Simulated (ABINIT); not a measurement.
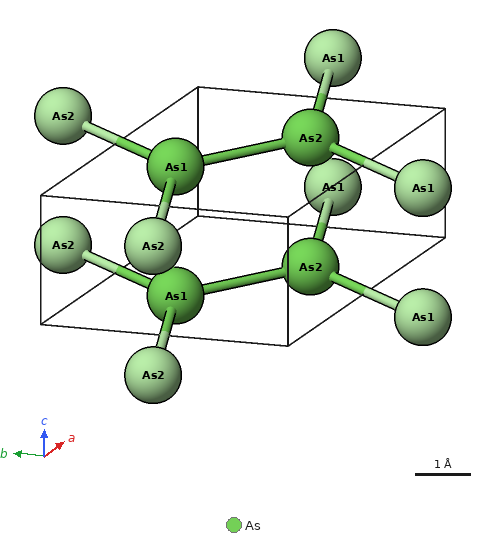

Figure 1. The input geometry (ball-and-stick view of the cell of the calculation, seen at an oblique angle; neighbours outside the cell are drawn fainter; atoms are numbered from 1 in the order of the input). An atom can appear more than once, as a periodic image.

# As: geometry relaxation (part 1 of 4)

- system: As (2 atoms in the cell)
- method: Kohn-Sham DFT of a periodic cell, PBE with D3(BJ), JTH PAW PBE v2.0, no spin polarisation (ABINIT 10.8.3)

The structure was built on a prototype by a generator; it need not be a known phase.

**Input**
```
pp_dirpath "./"
pseudos "As.GGA_PBE-JTH.xml"

acell 3*1.0 Angstrom
rprim
     4.5664000000     0.0000000000     0.0000000000
    -2.2832000000     3.9546200000     0.0000000000
     0.0000000000     0.0000000000     2.8337400000
ntypat 1
znucl 33
natom 2
typat 1 1
xred
     0.3333300000     0.6666700000     0.0000000000
     0.6666700000     0.3333300000     0.0000000000
chkprim 0
chksymtnons 0
tolsym 1.0e-6

ecut 15.0
pawecutdg 30.0
pawxcdev 0

kptopt 1
ngkpt 7 7 9
nshiftk 1
shiftk 0.0 0.0 0.0

ixc 11
vdw_xc 7

nband 19
occopt 3
tsmear 0.00183747

nstep 100
tolvrs 1.0e-9

iomode 3
prtwf 0
prtden 0
prteig 0
prtebands 0

ionmov 2
ntime 60
tolmxf 0.0001
optcell 2
dilatmx 1.08
ecutsm 0.5
```

Command:
```bash
abinit run.abi > log 2>&1
```

**The program's output**
```
.Version 10.8.3 of ABINIT
 Symmetries : space group Cm m m (# 65); Bravais oC (1-face-center ortho.)
================================================================================
 Values of the parameters that define the memory need of the present run
     intxc =       0    ionmov =       2      iscf =      17    lmnmax =      18
     lnmax =       6     mgfft =      36  mpssoang =       3    mqgrid =    3001
     natom =       2  nloc_mem =       2    nspden =       1   nspinor =       1
    nsppol =       1      nsym =       8    n1xccc =       1    ntypat =       1
    occopt =       3   xclevel =       2
       mpw =        1222          nfft =       31104          nkpt =          80
 PAW method is used; the additional fine FFT grid is defined by:
   mgfftf=        48    nfftf =     69120
================================================================================
================================================================================

--------------------------------------------------------------------------------
------------- Echo of variables that govern the present computation ------------
--------------------------------------------------------------------------------
 -outvars: echo values of preprocessed input variables --------
            acell      8.6292466874E+00  8.6292466874E+00  5.3549925120E+00 Bohr
              amu      7.49215900E+01
          chkprim           0
      chksymtnons           0
          dilatmx      1.08000000E+00
             ecut      1.50000000E+01 Hartree
           ecutsm      5.00000000E-01 Hartree
           ionmov           2
                       outvar_i_n : Printing only first  50 k-points.
              ixc          11
                       outvar_i_n : Printing only first  50 k-points.
         kptrlatt        7    0    0      0    7    0      0    0    9
          kptrlen      4.81949326E+01
            natom           2
            nband          19
            ngfft          36      36      24
          ngfftdg          48      48      30
             nkpt          80
            nstep         100
             nsym           8
            ntime          60
           ntypat           1
                       prtocc : prtvol=0, do not print more k-points.
           occopt           3
          optcell           2
        pawecutdg      3.00000000E+01 Hartree
         pawxcdev           0
           prtden           0
        prtebands           0
           prteig           0
            prtwf           0
            rprim      1.0000000000E+00  2.6215810103E-07  0.0000000000E+00
                      -5.0000007568E-01  8.6602536009E-01  0.0000000000E+00
                       0.0000000000E+00  0.0000000000E+00  1.0000000000E+00
          spgroup          65
           tolmxf      1.00000000E-04
           tolsym      1.00000000E-06
           tolvrs      1.00000000E-09
           tsmear      1.83747000E-03 Hartree
            typat      1  1
           useylm           1
           vdw_xc           7
                       outvars : Printing only first  50 k-points.
           xangst     -2.3062390254E-05  2.6364261164E+00  0.0000000000E+00
                       2.2832230624E+00  1.3181938836E+00  0.0000000000E+00
            xcart     -4.3581601388E-05  4.9821233111E+00  0.0000000000E+00
                       4.3146662723E+00  2.4910254209E+00  0.0000000000E+00
             xred      3.3333000000E-01  6.6667000000E-01  0.0000000000E+00
                       6.6667000000E-01  3.3333000000E-01  0.0000000000E+00
            znucl       33.00000

================================================================================

 chkinp: Checking input parameters for consistency.

================================================================================
== DATASET  1 ==================================================================

--- !DatasetInfo
iteration_state: {dtset: 1, }
dimensions: {natom: 2, nkpt: 80, mband: 19, nsppol: 1, nspinor: 1, nspden: 1, mpw: 1222, }
cutoff_energies: {ecut:  15.0, pawecutdg:  30.0, }
electrons: {nelect:   3.00000000E+01, charge:   0.00000000E+00, occopt:   3.00000000E+00, tsmear:   1.83747000E-03, }
meta: {optdriver: 0, ionmov: 2, optcell: 2, iscf: 17, paral_kgb: 0, }
...

 Exchange-correlation functional for the present dataset will be:
  GGA: Perdew-Burke-Ernzerhof functional - ixc=11
  J.P.Perdew, K.Burke, M.Ernzerhof, PRL 77, 3865 (1996)

 Real(R)+Recip(G) space primitive vectors, cartesian coordinates (Bohr,Bohr^-1):
 R(1)=  8.6292467  0.0000023  0.0000000  G(1)=  0.1158850  0.0669062  0.0000000
 R(2)= -4.3146240  7.4731465  0.0000000  G(2)= -0.0000000  0.1338124  0.0000000
 R(3)=  0.0000000  0.0000000  5.3549925  G(3)=  0.0000000  0.0000000  0.1867416
 Unit cell volume ucvol=  3.4533080E+02 bohr^3
 Angles (23,13,12)=  9.00000000E+01  9.00000000E+01  1.19999990E+02 degrees

 Coarse grid specifications (used for wave-functions):

 getcut: wavevector=  0.0000  0.0000  0.0000  ngfft=  36  36  24
         ecut(hartree)=     17.496   => boxcut(ratio)=   2.21562

 getcut : COMMENT -
  Note that boxcut > 2.2 ; recall that boxcut=Gcut(box)/Gcut(sphere) = 2
  is sufficient for exact treatment of convolution.
  Such a large boxcut is a waste : you could raise ecut
  e.g. ecut=   21.471827 Hartrees makes boxcut=2

 Fine grid specifications (used for densities):

 getcut: wavevector=  0.0000  0.0000  0.0000  ngfft=  48  48  30
         ecut(hartree)=     34.992   => boxcut(ratio)=   2.08891

--- Pseudopotential description ------------------------------------------------
- pspini: atom type   1  psp file is ./As.GGA_PBE-JTH.xml
 Pseudopotential format is: paw10
 basis_size (lnmax)=  6 (lmn_size= 18), orbitals=   0   0   1   1   2   2
 Spheres core radius: rc_sph= 2.10391912
 Shapefunction is BESSEL type: shapef(r,l)=aa(1,l)*jl(q(1,l)*r)+aa(2,l)*jl(q(2,l)*r)
 Radius for shape functions =  1.70360438
 Compensation charge density is not taken into account in XC energy/potential

   1.40610127E+03                                ecore*ucvol(ha*bohr**3)
--------------------------------------------------------------------------------

================================================================================

=== [ionmov= 2] Broyden-Fletcher-Goldfarb-Shanno method (forces)
================================================================================

--- Iteration: ( 1/60) Internal Cycle: (1/1)
--------------------------------------------------------------------------------

---SELF-CONSISTENT-FIELD CONVERGENCE--------------------------------------------

--- !BeginCycle
iteration_state: {dtset: 1, itime: 1, icycle: 1, }
solver: {iscf: 17, nstep: 100, nline: 4, wfoptalg: 10, }
tolerances: {tolvrs: 1.00E-09, }
...

     iter   Etot(hartree)      deltaE(h)  residm     nres2
 ETOT  1  -227.12666555415    -2.271E+02 2.043E+01 3.962E-01
 ETOT  2  -227.75065959477    -6.240E-01 1.420E-02 2.020E-01
 ETOT  3  -227.74955094110     1.109E-03 1.568E-02 5.539E-02
 ETOT  4  -227.74915012662     4.008E-04 1.395E-03 3.764E-03
 ETOT  5  -227.74921619655    -6.607E-05 4.385E-04 6.537E-04
 ETOT  6  -227.74923984954    -2.365E-05 4.698E-04 4.589E-05
 ETOT  7  -227.74924105727    -1.208E-06 1.013E-04 5.773E-06
 ETOT  8  -227.74924167580    -6.185E-07 1.842E-04 2.062E-07
 ETOT  9  -227.74924168639    -1.060E-08 4.771E-05 2.315E-08
 ETOT 10  -227.74924168958    -3.185E-09 1.916E-04 1.196E-09
 ETOT 11  -227.74924168962    -4.374E-11 4.662E-05 1.546E-10

 At SCF step   11       nres2   =  1.55E-10 < tolvrs=  1.00E-09 =>converged.

 Cartesian components of stress tensor (hartree/bohr^3)
  sigma(1 1)=  1.17910472E-04  sigma(3 2)=  0.00000000E+00
  sigma(2 2)=  1.17890889E-04  sigma(3 1)=  0.00000000E+00
  sigma(3 3)=  9.78463205E-06  sigma(2 1)= -1.69587236E-08

--- !ResultsGS
iteration_state: {dtset: 1, itime: 1, icycle: 1, }
comment   : Summary of ground state results
lattice_vectors:
- [  8.6292467,   0.0000023,   0.0000000, ]
- [ -4.3146240,   7.4731465,   0.0000000, ]
- [  0.0000000,   0.0000000,   5.3549925, ]
lattice_lengths: [   8.62925,    8.62925,    5.35499, ]
lattice_angles: [ 90.000,  90.000, 120.000, ] # degrees, (23, 13, 12)
lattice_volume:   3.4533080E+02
convergence: {deltae: -4.374E-11, res2:  1.546E-10, residm:  4.662E-05, diffor: null, }
etotal    :  -2.27749242E+02
entropy   :   0.00000000E+00
fermie    :   1.68260762E-01
cartesian_stress_tensor: # hartree/bohr^3
- [  1.17910472E-04,  -1.69587236E-08,   0.00000000E+00, ]
- [ -1.69587236E-08,   1.17890889E-04,   0.00000000E+00, ]
- [  0.00000000E+00,   0.00000000E+00,   9.78463205E-06, ]
pressure_GPa:  -2.4085E+00
xred      :
- [  3.3333E-01,   6.6667E-01,   0.0000E+00, As]
- [  6.6667E-01,   3.3333E-01,   0.0000E+00, As]
cartesian_forces: # hartree/bohr
- [  3.14263660E-06,  -1.81440135E-06,  -0.00000000E+00, ]
- [ -3.14263660E-06,   1.81440135E-06,  -0.00000000E+00, ]
force_length_stats: {min:   3.62880381E-06, max:   3.62880381E-06, mean:   3.62880381E-06, }
...

 Integrated electronic density in atomic spheres:
 ------------------------------------------------
 Atom  Sphere_radius  Integrated_density
    1        2.10392         12.55580317
    2        2.10392         12.55580317

---OUTPUT-----------------------------------------------------------------------

 Cartesian coordinates (xcart) [bohr]
 -4.35816013880509E-05  4.98212331109667E+00  0.00000000000000E+00
  4.31466627227404E+00  2.49102542094076E+00  0.00000000000000E+00
 Reduced coordinates (xred)
  3.33330000000000E-01  6.66670000000000E-01  0.00000000000000E+00
  6.66670000000000E-01  3.33330000000000E-01  0.00000000000000E+00
 Cartesian forces (fcart) [Ha/bohr]; max,rms= 3.14264E-06 2.09509E-06 (free atoms)
  3.14263659802883E-06 -1.81440135351043E-06 -0.00000000000000E+00
 -3.14263659802883E-06  1.81440135351043E-06 -0.00000000000000E+00
 Gradient of E wrt nuclear positions in reduced coordinates (gred)
 -2.71185823487886E-05  2.71185823487886E-05 -0.00000000000000E+00
  2.71185823487886E-05 -2.71185823487886E-05 -0.00000000000000E+00
 Scale of Primitive Cell (acell) [bohr]
  8.62924668744292E+00  8.62924668744292E+00  5.35499251202992E+00
 Real space primitive translations (rprimd) [bohr]
  8.62924668744262E+00  2.26222692489841E-06  0.00000000000000E+00
 -4.31462399676997E+00  7.47314646981051E+00  0.00000000000000E+00
  0.00000000000000E+00  0.00000000000000E+00  5.35499251202992E+00
 Unitary Cell Volume (ucvol) [Bohr^3]=  3.45330798152663E+02
 Angles (23,13,12)= [degrees]
  9.00000000000000E+01  9.00000000000000E+01  1.19999989986297E+02
 Lengths [Bohr]
  8.62924668744292E+00  8.62924668744292E+00  5.35499251202992E+00
 Stress tensor in cartesian coordinates (strten) [Ha/bohr^3]
  1.17910471722556E-04 -1.69587236133617E-08  0.00000000000000E+00
 -1.69587236133617E-08  1.17890889459458E-04  0.00000000000000E+00
  0.00000000000000E+00  0.00000000000000E+00  9.78463205311697E-06
 Total energy (etotal) [Ha]= -2.27749241689623E+02

--- Iteration: ( 2/60) Internal Cycle: (1/1)
--------------------------------------------------------------------------------

---SELF-CONSISTENT-FIELD CONVERGENCE--------------------------------------------

--- !BeginCycle
iteration_state: {dtset: 1, itime: 2, icycle: 1, }
solver: {iscf: 17, nstep: 100, nline: 4, wfoptalg: 10, }
tolerances: {tolvrs: 1.00E-09, }
...

     iter   Etot(hartree)      deltaE(h)  residm     nres2
 ETOT  1  -227.75184789203    -2.278E+02 1.876E+01 2.884E-01
 ETOT  2  -227.74969814478     2.150E-03 6.221E-02 2.191E-02
 ETOT  3  -227.74949331228     2.048E-04 4.283E-03 4.251E-03
 ETOT  4  -227.74948753588     5.776E-06 5.767E-04 3.432E-04
 ETOT  5  -227.74949771047    -1.017E-05 7.736E-05 1.321E-04
 ETOT  6  -227.74950329428    -5.584E-06 4.731E-05 9.300E-06
 ETOT  7  -227.74950353062    -2.363E-07 3.051E-05 3.707E-06
 ETOT  8  -227.74950366627    -1.356E-07 1.983E-05 3.220E-08
 ETOT  9  -227.74950366752    -1.257E-09 1.203E-05 1.287E-08
 ETOT 10  -227.74950366762    -9.283E-11 8.166E-06 2.619E-09
 ETOT 11  -227.74950366765    -2.987E-11 4.782E-06 3.912E-10

 At SCF step   11       nres2   =  3.91E-10 < tolvrs=  1.00E-09 =>converged.

 Cartesian components of stress tensor (hartree/bohr^3)
  sigma(1 1)=  9.59055634E-05  sigma(3 2)=  0.00000000E+00
  sigma(2 2)=  9.58840027E-05  sigma(3 1)=  0.00000000E+00
  sigma(3 3)=  1.32222610E-05  sigma(2 1)= -1.86720734E-08

--- !ResultsGS
iteration_state: {dtset: 1, itime: 2, icycle: 1, }
comment   : Summary of ground state results
lattice_vectors:
- [  8.5987204,   0.0000099,   0.0000000, ]
- [ -4.2993542,   7.4467138,   0.0000000, ]
- [  0.0000000,   0.0000000,   5.3534206, ]
lattice_lengths: [   8.59872,    8.59872,    5.35342, ]
lattice_angles: [ 90.000,  90.000, 120.000, ] # degrees, (23, 13, 12)
lattice_volume:   3.4279158E+02
convergence: {deltae: -2.987E-11, res2:  3.912E-10, residm:  4.782E-06, diffor: null, }
etotal    :  -2.27749504E+02
entropy   :   0.00000000E+00
fermie    :   1.71176582E-01
cartesian_stress_tensor: # hartree/bohr^3
- [  9.59055634E-05,  -1.86720734E-08,   0.00000000E+00, ]
- [ -1.86720734E-08,   9.58840027E-05,   0.00000000E+00, ]
- [  0.00000000E+00,   0.00000000E+00,   1.32222610E-05, ]
pressure_GPa:  -2.0106E+00
xred      :
- [  3.3333E-01,   6.6667E-01,   0.0000E+00, As]
- [  6.6667E-01,   3.3333E-01,   0.0000E+00, As]
cartesian_forces: # hartree/bohr
- [  3.26209898E-06,  -1.88337296E-06,  -0.00000000E+00, ]
- [ -3.26209898E-06,   1.88337296E-06,  -0.00000000E+00, ]
force_length_stats: {min:   3.76674707E-06, max:   3.76674707E-06, mean:   3.76674707E-06, }
...

 Integrated electronic density in atomic spheres:
 ------------------------------------------------
 Atom  Sphere_radius  Integrated_density
    1        2.10392         12.55046066
    2        2.10392         12.55046066

---OUTPUT-----------------------------------------------------------------------

 Cartesian coordinates (xcart) [bohr]
 -3.58601641990639E-05  4.96450219218331E+00  0.00000000000000E+00
  4.29940207801071E+00  2.48222154310933E+00  0.00000000000000E+00
 Reduced coordinates (xred)
  3.33330242789555E-01  6.66669757210445E-01  0.00000000000000E+00
  6.66669757210445E-01  3.33330242789555E-01  0.00000000000000E+00
 Cartesian forces (fcart) [Ha/bohr]; max,rms= 3.26210E-06 2.17473E-06 (free atoms)
  3.26209897932273E-06 -1.88337296367025E-06 -0.00000000000000E+00
 -3.26209897932273E-06  1.88337296367025E-06 -0.00000000000000E+00
 Gradient of E wrt nuclear positions in reduced coordinates (gred)
 -2.80498584228417E-05  2.80498584228417E-05 -0.00000000000000E+00
  2.80498584228417E-05 -2.80498584228417E-05 -0.00000000000000E+00
 Scale of Primitive Cell (acell) [bohr]
  8.59872042999833E+00  8.59872042999833E+00  5.35342061308860E+00
 Real space primitive translations (rprimd) [bohr]
  8.59872042999259E+00  9.93712821846344E-06  0.00000000000000E+00
 -4.29935421214608E+00  7.44671379816443E+00  0.00000000000000E+00
  0.00000000000000E+00  0.00000000000000E+00  5.35342061308860E+00
 Unitary Cell Volume (ucvol) [Bohr^3]=  3.42791582019633E+02
 Angles (23,13,12)= [degrees]
  9.00000000000000E+01  9.00000000000000E+01  1.19999887599442E+02
 Lengths [Bohr]
  8.59872042999833E+00  8.59872042999833E+00  5.35342061308860E+00
 Stress tensor in cartesian coordinates (strten) [Ha/bohr^3]
  9.59055633669957E-05 -1.86720734346446E-08  0.00000000000000E+00
 -1.86720734346446E-08  9.58840026963389E-05  0.00000000000000E+00
  0.00000000000000E+00  0.00000000000000E+00  1.32222610404898E-05
 Total energy (etotal) [Ha]= -2.27749503667647E+02

 Difference of energy with previous step (new-old):
           Absolute (Ha)=-2.61978E-04
           Relative     =-1.15029E-06

--- Iteration: ( 3/60) Internal Cycle: (1/1)
```
